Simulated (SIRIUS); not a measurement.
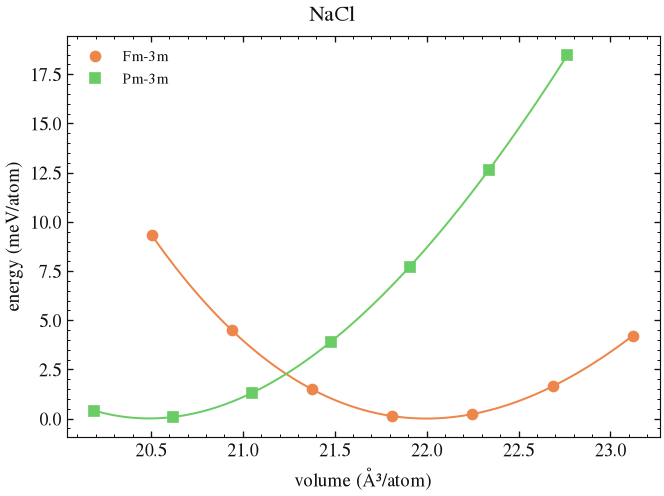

Energy against volume, with one curve for each structure, for NaCl. Each energy curve has its own zero, so the curves don't rank the structures.

The fitted equilibrium volumes, smallest first, are Pm-3m 20.490, Fm-3m 21.997 Å³/atom. The fitted bulk moduli, smallest first, are Fm-3m 25.8, Pm-3m 28.6 GPa.

Computed with SIRIUS 7.10.0: plane-wave DFT, no spin polarisation; energies at scaled volumes of the given cell, shape and fractions fixed, counted from the fit's minimum, third-order Birch-Murnaghan fit. Level: PBEsol.

```tsv
setting	value
k mesh	8×8×8
occupations	Fermi–Dirac
smearing width	0.05 eV
potentials	dojo sr pbesol 0.4.1 standard
wave cutoff	1202 eV
density cutoff	4809 eV
```
